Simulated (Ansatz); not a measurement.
**Geometry relaxation of GaN (part 1 of 2)**

System: GaN (F-43m, 2 atoms in the cell).
Method: DFT PBE, scalar-relativistic, plane waves, PAW, no spin polarisation (Ansatz 0.2.0).

The structure derives from a Materials Project entry. Figures and captions count atoms from 1; the log counts them from 0 in places.

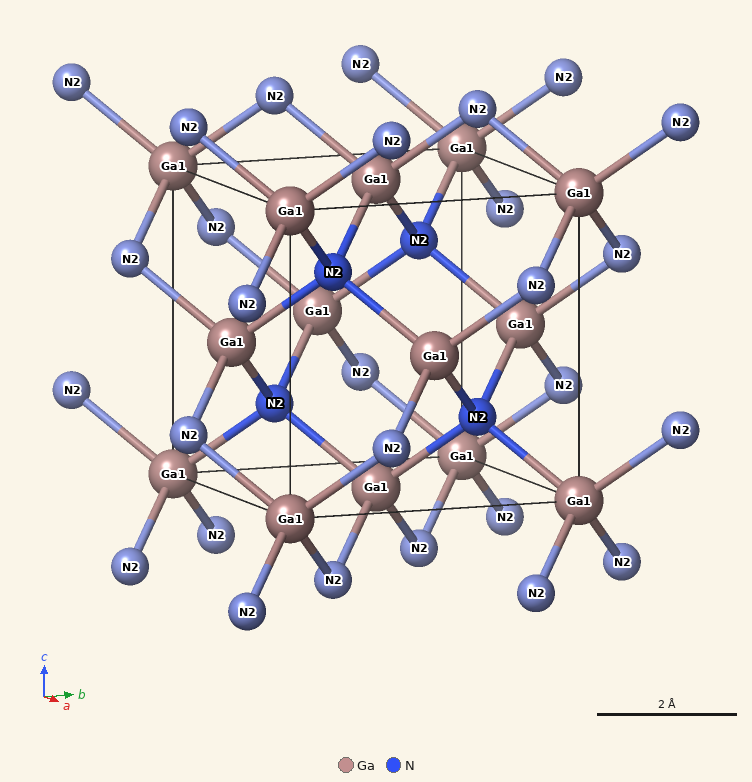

The starting structure (ball-and-stick view of the cell 4 times as large as that of the calculation, set on its symmetry axes, seen slightly off an axis; neighbours outside the cell are drawn fainter; atoms are numbered from 1 in the order of the input). An atom can appear more than once, as a periodic image.

### Input file
```yaml
crystal:
  lattice:
    - [0.0, 2.2535006075, 2.2535006075]
    - [2.2535006075, 0.0, 2.2535006075]
    - [2.2535006075, 2.2535006075, 0.0]
  atoms:
    - { symbol: Ga, position: [0.0, 0.0, 0.0] }
    - { symbol: "N", position: [0.75, 0.75, 0.75] }
basis:
  ecutwfc: 420
kpoints:
  mp_grid: { grid: [10, 10, 10] }
hamiltonian:
  xc: pbe
scf:
  occupations: { method: gaussian, width: 0.02 }
output:
  forces: true
  stress: true
  eigenvalues: true
  write_density: true
  write_potential: true
  elf: true
  volumetric_format: npy
relax:
  adjacent_minimum: "off"
  f_tol: 0.005
  max_steps: 80
  cell: { stress_tol: 0.05 }
```

Machine: 1 thread of Intel Xeon @ 2.70GHz, 189 GiB of memory available, shared host.

Launched with:
```bash
ansatz run input.yaml --threads 1 --pin off --max-ram 2560MiB --backend cpu --events-out ev --progress --plain --runs-dir out
```

### Output
```
Engine: ansatz 0.2.0, x86_64-unknown-linux-gnu
Pseudopotentials: kind: paw
Pseudopotential: Ga, paw, valence charge 13, recommended cutoff 420 eV (normal), Ga.paw.azcp
Pseudopotential: N, paw, valence charge 5, recommended cutoff 420 eV (normal), N.paw.azcp
Functional definition: PBE
  parameter kappa = 0.804
  parameter beta = 0.06672455060314922
  exchange = pbe_x(kappa = kappa, mu = beta*pi^2/3)
  correlation = pbe_c(beta = beta)
Crystal: 2 atoms, lattice volume = 22.888 Å³
Basis set: ecut = 420 eV, 459 PW (Γ), exchange–correlation on 48×48×48 points (8 copies of the dense FFT grid, shifted against one another)
Bands: 13, of which v1, the nominal top of the filled ones, is band 9 counted from 1 (8 counted from 0)
Symmetry: 24 space group operations
Space group: F-43m (ITA 216), of the structure as read, at distance tolerance 2.8e-5 Å
k-points: 47 of 1000 (time reversal used)
Non-local potential: Ga, projectors of the file, l = 0: 2, l = 1: 2, l = 2: 3, l = 3: 1
Non-local potential: N, projectors of the file, l = 0: 2, l = 1: 2, l = 2: 1
PAW form: soft (Blöchl's): semilocal exchange-correlation on the pseudo side does not see the compensation charge
PAW one-centre angular grid: Ga, 590 points (default); XC on 64 Gauss nodes
PAW one-centre angular grid: N, 110 points (default); XC on 64 Gauss nodes
Initial density: superposition of atomic densities (neutral atoms: chi_scale 0, normalization atom), corrected by the library's trained network
Initial wavefunctions: pseudopotential atomic-orbital guess
Functional: x = pbe(κ = 0.804, μ = 0.2195149727645171), c = pbe(β = 0.06672455060314922)
SCF iter   1: F=—  HF=-4167.897806 eV  |F-HF|=—  |Δ(HF+E_count)|=         —  Δρ=6.27e-4  dr2=3.04e-5  ethr=1.77e-3  ⟨swp⟩=5.0  Hψ=3276  notcnv=0
preconditioner: auto → none  [insulator: Δε(μ)=1.714 eV  Ē_g=18.752 eV  σ=0.020 eV  W_gap=1.00  n_scr=8 (ndim 8)  ℏωp=32.9 eV  f_vac=0.001  D(μ)=0.00/eV (n_scr^D=0)  ε∞_Penn≈4.1]
SCF iter   2: F=—  HF=-4167.898092 eV  |F-HF|=—  |Δ(HF+E_count)|=   2.87e-4  Δρ=3.42e-4  dr2=9.50e-6  ethr=1.69e-7  ⟨swp⟩=2.7  Hψ=1484  notcnv=0
SCF iter   3: F=—  HF=-4167.898135 eV  |F-HF|=—  |Δ(HF+E_count)|=   4.27e-5  Δρ=1.24e-4  dr2=1.23e-6  ethr=5.28e-8  ⟨swp⟩=2.0  Hψ=1003  notcnv=0
SCF iter   4: F=—  HF=-4167.898142 eV  |F-HF|=—  |Δ(HF+E_count)|=   6.90e-6  Δρ=2.36e-5  dr2=9.65e-8  ethr=6.86e-9  ⟨swp⟩=2.0  Hψ=1034  notcnv=0
iter 5 did not close the SCF: its close was put off for the readings that it lacked (scf_convergence_deferred on its scf_iter line)
SCF iter   5: F=-4167.898142 eV  HF=-4167.898142 eV  |F-HF|=6.87e-9  |Δ(HF+E_count)|=   1.65e-8  Δρ=1.03e-5  dr2=9.17e-9  ethr=5.36e-10  ⟨swp⟩=2.0  Hψ=1034  notcnv=0
SCF iter   6: F=-4167.898142 eV  HF=-4167.898142 eV  |F-HF|=7.64e-11  |Δ(HF+E_count)|=   9.43e-9  Δρ=1.70e-6  dr2=2.54e-10  ethr=5.09e-11  ⟨swp⟩=4.1  Hψ=3073  notcnv=0
SCF 1 converged in 6 iterations: F = -4167.898142 eV  dr2 = 2.54e-10
  greatest PAW one-centre occupation: 0.995 electrons in one spin orbital (limit 2), on the Ga atom at site 0 (counted from 0), in its partial waves of l = 2
relax step   1: F+E_penalty+E_count = -4167.89814212 eV  Δ(F+E_penalty+E_count) = +0.000e0 eV  max|allowed force component| = 1.943e-16 eV/Å  Δτ_max = 0.0000 Å  P = +5.027 GPa  Ω = 22.888 Å³  (6 SCF iters, dr2 threshold 1.00e-7 eV, accepted)
Crystal: 2 atoms, lattice volume = 23.253 Å³
Initial density: handed on by an earlier stage of this run
Initial wavefunctions: those handed on with the density
iter 1 solved again at ethr=1.38e-5 eV; its pass at ethr=3.10e-3 eV (dr2=2.48e-3 eV) is discarded
SCF iter   1: F=—  HF=-4167.905552 eV  |F-HF|=—  |Δ(HF+E_count)|=         —  Δρ=3.05e-3  dr2=2.45e-3  ethr=1.38e-5  ⟨swp⟩=2.0  Hψ=3734  notcnv=0
preconditioner: auto → none  [insulator: Δε(μ)=1.594 eV  Ē_g=18.631 eV  σ=0.020 eV  W_gap=1.00  n_scr=8 (ndim 8)  ℏωp=32.7 eV  f_vac=0.003  D(μ)=0.00/eV (n_scr^D=0)  ε∞_Penn≈4.1]
SCF iter   2: F=—  HF=-4167.904998 eV  |F-HF|=—  |Δ(HF+E_count)|=   5.54e-4  Δρ=1.07e-3  dr2=3.44e-4  ethr=1.36e-5  ⟨swp⟩=2.5  Hψ=919  notcnv=0
SCF iter   3: F=—  HF=-4167.904934 eV  |F-HF|=—  |Δ(HF+E_count)|=   6.47e-5  Δρ=2.31e-4  dr2=6.54e-6  ethr=1.91e-6  ⟨swp⟩=2.4  Hψ=859  notcnv=0
SCF iter   4: F=—  HF=-4167.904927 eV  |F-HF|=—  |Δ(HF+E_count)|=   6.29e-6  Δρ=8.87e-5  dr2=9.31e-7  ethr=3.64e-8  ⟨swp⟩=2.1  Hψ=997  notcnv=0
iter 5 did not close the SCF: its close was put off for the readings that it lacked (scf_convergence_deferred on its scf_iter line)
SCF iter   5: F=-4167.904928 eV  HF=-4167.904928 eV  |F-HF|=1.23e-9  |Δ(HF+E_count)|=   4.82e-7  Δρ=1.08e-5  dr2=1.65e-8  ethr=5.17e-9  ⟨swp⟩=2.8  Hψ=1019  notcnv=0
SCF iter   6: F=-4167.904928 eV  HF=-4167.904928 eV  |F-HF|=2.16e-10  |Δ(HF+E_count)|=   1.23e-8  Δρ=9.67e-7  dr2=1.17e-10  ethr=9.15e-11  ⟨swp⟩=4.6  Hψ=3166  notcnv=0
SCF 2 converged in 6 iterations: F = -4167.904928 eV  dr2 = 1.17e-10
relax step   2: F+E_penalty+E_count = -4167.90492783 eV  Δ(F+E_penalty+E_count) = -6.786e-3 eV  max|allowed force component| = 8.327e-17 eV/Å  Δτ_max = 0.0000 Å  P = +1.985 GPa  Ω = 23.253 Å³  energy of the carried Pulay correction = -1.162e-3 eV  (6 SCF iters, dr2 threshold 2.00e-7 eV, accepted)
Crystal: 2 atoms, lattice volume = 23.498 Å³
iter 1 solved again at ethr=5.87e-6 eV; its pass at ethr=3.10e-3 eV (dr2=1.06e-3 eV) is discarded
SCF iter   1: F=—  HF=-4167.905987 eV  |F-HF|=—  |Δ(HF+E_count)|=         —  Δρ=1.98e-3  dr2=1.04e-3  ethr=5.87e-6  ⟨swp⟩=2.0  Hψ=3761  notcnv=0
preconditioner: auto → none  [insulator: Δε(μ)=1.534 eV  Ē_g=18.553 eV  σ=0.020 eV  W_gap=1.00  n_scr=8 (ndim 8)  ℏωp=32.5 eV  f_vac=0.003  D(μ)=0.00/eV (n_scr^D=0)  ε∞_Penn≈4.1]
SCF iter   2: F=—  HF=-4167.905751 eV  |F-HF|=—  |Δ(HF+E_count)|=   2.37e-4  Δρ=6.97e-4  dr2=1.48e-4  ethr=5.80e-6  ⟨swp⟩=1.8  Hψ=777  notcnv=0
SCF iter   3: F=—  HF=-4167.905726 eV  |F-HF|=—  |Δ(HF+E_count)|=   2.47e-5  Δρ=1.53e-4  dr2=2.89e-6  ethr=8.25e-7  ⟨swp⟩=2.3  Hψ=860  notcnv=0
SCF iter   4: F=—  HF=-4167.905724 eV  |F-HF|=—  |Δ(HF+E_count)|=   2.13e-6  Δρ=5.92e-5  dr2=4.13e-7  ethr=1.61e-8  ⟨swp⟩=2.1  Hψ=1000  notcnv=0
iter 5 did not close the SCF: its close was put off for the readings that it lacked (scf_convergence_deferred on its scf_iter line)
SCF iter   5: F=-4167.905724 eV  HF=-4167.905724 eV  |F-HF|=3.18e-10  |Δ(HF+E_count)|=   2.42e-7  Δρ=6.52e-6  dr2=6.59e-9  ethr=2.29e-9  ⟨swp⟩=2.7  Hψ=994  notcnv=0
SCF iter   6: F=-4167.905724 eV  HF=-4167.905724 eV  |F-HF|=9.91e-11  |Δ(HF+E_count)|=   6.20e-9  Δρ=6.40e-7  dr2=5.18e-11  ethr=3.66e-11  ⟨swp⟩=4.5  Hψ=3139  notcnv=0
SCF 3 converged in 6 iterations: F = -4167.905724 eV  dr2 = 5.18e-11
relax step   3: F+E_penalty+E_count = -4167.90572415 eV  Δ(F+E_penalty+E_count) = -7.963e-4 eV  max|allowed force component| = 9.946e-17 eV/Å  Δτ_max = 0.0000 Å  P = +0.080 GPa  Ω = 23.498 Å³  energy of the carried Pulay correction = -1.930e-3 eV  (6 SCF iters, dr2 threshold 2.00e-7 eV, accepted)
Crystal: 2 atoms, lattice volume = 23.508 Å³
iter 1 solved again at ethr=1.03e-8 eV; its pass at ethr=3.10e-3 eV (dr2=1.85e-6 eV) is discarded
SCF iter   1: F=—  HF=-4167.905692 eV  |F-HF|=—  |Δ(HF+E_count)|=         —  Δρ=8.32e-5  dr2=1.85e-6  ethr=1.03e-8  ⟨swp⟩=2.1  Hψ=3592  notcnv=0
preconditioner: auto → none  [insulator: Δε(μ)=1.545 eV  Ē_g=18.553 eV  σ=0.020 eV  W_gap=1.00  n_scr=8 (ndim 8)  ℏωp=32.5 eV  f_vac=0.002  D(μ)=0.00/eV (n_scr^D=0)  ε∞_Penn≈4.1]
SCF iter   2: F=—  HF=-4167.905694 eV  |F-HF|=—  |Δ(HF+E_count)|=   2.08e-6  Δρ=2.92e-5  dr2=2.62e-7  ethr=1.03e-8  ⟨swp⟩=1.8  Hψ=773  notcnv=0
iter 3 did not close the SCF: its close was put off for the readings that it lacked (scf_convergence_deferred on its scf_iter line)
SCF iter   3: F=-4167.905694 eV  HF=-4167.905694 eV  |F-HF|=1.04e-8  |Δ(HF+E_count)|=   4.71e-8  Δρ=6.41e-6  dr2=5.07e-9  ethr=1.46e-9  ⟨swp⟩=2.4  Hψ=876  notcnv=0
iter 4 did not close the SCF: its close was put off for the readings that it lacked (scf_convergence_deferred on its scf_iter line)
SCF iter   4: F=-4167.905694 eV  HF=-4167.905694 eV  |F-HF|=3.11e-10  |Δ(HF+E_count)|=   3.57e-9  Δρ=2.50e-6  dr2=7.43e-10  ethr=2.82e-11  ⟨swp⟩=2.0  Hψ=1001  notcnv=0
iter 5 did not close the SCF: its close was put off for the readings that it lacked (scf_convergence_deferred on its scf_iter line)
SCF iter   5: F=-4167.905694 eV  HF=-4167.905694 eV  |F-HF|=0.00e0  |Δ(HF+E_count)|=  4.47e-10  Δρ=2.75e-7  dr2=1.15e-11  ethr=4.13e-12  ⟨swp⟩=2.8  Hψ=1033  notcnv=0
SCF iter   6: F=-4167.905694 eV  HF=-4167.905694 eV  |F-HF|=9.09e-13  |Δ(HF+E_count)|=  8.19e-12  Δρ=2.82e-8  dr2=1.04e-13  ethr=1.00e-12  ⟨swp⟩=4.0  Hψ=2645  notcnv=0
SCF 4 converged in 6 iterations: F = -4167.905694 eV  dr2 = 1.04e-13
relax step   4: F+E_penalty+E_count = -4167.90569422 eV  Δ(F+E_penalty+E_count) = +2.993e-5 eV  max|allowed force component| = 5.551e-17 eV/Å  Δτ_max = 0.0000 Å  P = +0.001 GPa  Ω = 23.508 Å³  energy of the carried Pulay correction = -1.963e-3 eV  (6 SCF iters, accepted)
Initial wavefunctions: pseudopotential atomic-orbital guess (no wavefunctions were taken with the density)
iter 1 solved again at ethr=4.73e-8 eV; its pass at ethr=3.10e-3 eV (dr2=8.52e-6 eV) is discarded
SCF iter   1: F=—  HF=-4167.906601 eV  |F-HF|=—  |Δ(HF+E_count)|=         —  Δρ=7.45e-4  dr2=4.12e-6  ethr=4.73e-8  ⟨swp⟩=3.0  Hψ=4900  notcnv=0
preconditioner: auto → none  [insulator: Δε(μ)=1.547 eV  Ē_g=18.553 eV  σ=0.020 eV  W_gap=1.00  n_scr=8 (ndim 8)  ℏωp=32.5 eV  f_vac=0.002  D(μ)=0.00/eV (n_scr^D=0)  ε∞_Penn≈4.1]
SCF iter   2: F=—  HF=-4167.907627 eV  |F-HF|=—  |Δ(HF+E_count)|=   1.03e-3  Δρ=3.72e-4  dr2=9.03e-7  ethr=2.29e-8  ⟨swp⟩=2.7  Hψ=1006  notcnv=0
SCF iter   3: F=—  HF=-4167.907962 eV  |F-HF|=—  |Δ(HF+E_count)|=   3.35e-4  Δρ=4.97e-5  dr2=2.60e-8  ethr=5.02e-9  ⟨swp⟩=2.6  Hψ=1016  notcnv=0
SCF iter   4: F=—  HF=-4167.907967 eV  |F-HF|=—  |Δ(HF+E_count)|=   5.87e-6  Δρ=7.51e-6  dr2=4.80e-9  ethr=1.45e-10  ⟨swp⟩=2.0  Hψ=1034  notcnv=0
SCF iter   5: F=—  HF=-4167.907967 eV  |F-HF|=—  |Δ(HF+E_count)|=   2.53e-8  Δρ=1.17e-6  dr2=1.31e-10  ethr=2.67e-11  ⟨swp⟩=2.3  Hψ=985  notcnv=0
SCF iter   6: F=-4167.907967 eV  HF=-4167.907967 eV  |F-HF|=1.82e-12  |Δ(HF+E_count)|=  2.91e-11  Δρ=9.41e-8  dr2=1.08e-12  ethr=1.00e-12  ⟨swp⟩=5.0  Hψ=2488  notcnv=0
SCF 5 converged in 6 iterations: F = -4167.907967 eV  dr2 = 1.08e-12
relax step   5: F+E_penalty+E_count = -4167.90796742 eV  Δ(F+E_penalty+E_count) = -2.273e-3 eV  max|allowed force component| = 4.163e-17 eV/Å  Δτ_max = 0.0000 Å  P = +0.130 GPa  Ω = 23.508 Å³  stress off target by 1.30e-1 GPa  SCF on the basis re-selected at this cell (its energy is not comparable with the rows above)  (6 SCF iters)
basis re-selected at this cell: Δ(F+E_penalty+E_count) = -2.273e-3 eV, ΔP = +0.128 GPa vs the last step (what re-selecting the basis moved, of the pressure what is left beyond the Pulay correction that the steps carried, after the strain that the cell walked since its last selection, with what the two solves' SCF thresholds leave and, on support functions, any second-order correction that the steps lacked; it is no measure of the basis error at this ecutwfc). This SCF's stress stands 1.30e-1 GPa from its target on what of the cell is left free (relax.cell.stress_tol is 5.00e-2 GPa) and its largest allowed force component is 4.16e-17 eV/Å (relax.f_tol is 5.00e-3 eV/Å): not within both, so this SCF does not close the relaxation
Crystal: 2 atoms, lattice volume = 23.525 Å³
iter 1 solved again at ethr=2.78e-8 eV; its pass at ethr=3.10e-3 eV (dr2=5.00e-6 eV) is discarded
SCF iter   1: F=—  HF=-4167.907920 eV  |F-HF|=—  |Δ(HF+E_count)|=         —  Δρ=1.37e-4  dr2=4.98e-6  ethr=2.78e-8  ⟨swp⟩=1.9  Hψ=3482  notcnv=0
preconditioner: auto → none  [insulator: Δε(μ)=1.540 eV  Ē_g=18.547 eV  σ=0.020 eV  W_gap=1.00  n_scr=8 (ndim 8)  ℏωp=32.5 eV  f_vac=0.002  D(μ)=0.00/eV (n_scr^D=0)  ε∞_Penn≈4.1]
SCF iter   2: F=—  HF=-4167.907921 eV  |F-HF|=—  |Δ(HF+E_count)|=   1.39e-6  Δρ=4.78e-5  dr2=7.02e-7  ethr=2.77e-8  ⟨swp⟩=1.8  Hψ=739  notcnv=0
iter 3 did not close the SCF: its close was put off for the readings that it lacked (scf_convergence_deferred on its scf_iter line)
SCF iter   3: F=-4167.907921 eV  HF=-4167.907921 eV  |F-HF|=2.70e-8  |Δ(HF+E_count)|=   1.30e-7  Δρ=1.06e-5  dr2=1.40e-8  ethr=3.90e-9  ⟨swp⟩=2.4  Hψ=863  notcnv=0
iter 4 did not close the SCF: its close was put off for the readings that it lacked (scf_convergence_deferred on its scf_iter line)
SCF iter   4: F=-4167.907921 eV  HF=-4167.907921 eV  |F-HF|=7.15e-10  |Δ(HF+E_count)|=   9.73e-9  Δρ=3.94e-6  dr2=1.88e-9  ethr=7.80e-11  ⟨swp⟩=2.1  Hψ=977  notcnv=0
iter 5 did not close the SCF: its close was put off for the readings that it lacked (scf_convergence_deferred on its scf_iter line)
SCF iter   5: F=-4167.907921 eV  HF=-4167.907921 eV  |F-HF|=8.19e-12  |Δ(HF+E_count)|=   1.07e-9  Δρ=4.66e-7  dr2=3.09e-11  ethr=1.05e-11  ⟨swp⟩=2.8  Hψ=1037  notcnv=0
SCF iter   6: F=-4167.907921 eV  HF=-4167.907921 eV  |F-HF|=0.00e0  |Δ(HF+E_count)|=  2.82e-11  Δρ=4.14e-8  dr2=2.25e-13  ethr=1.00e-12  ⟨swp⟩=3.8  Hψ=2809  notcnv=0
SCF 6 converged in 6 iterations: F = -4167.907921 eV  dr2 = 2.25e-13
```
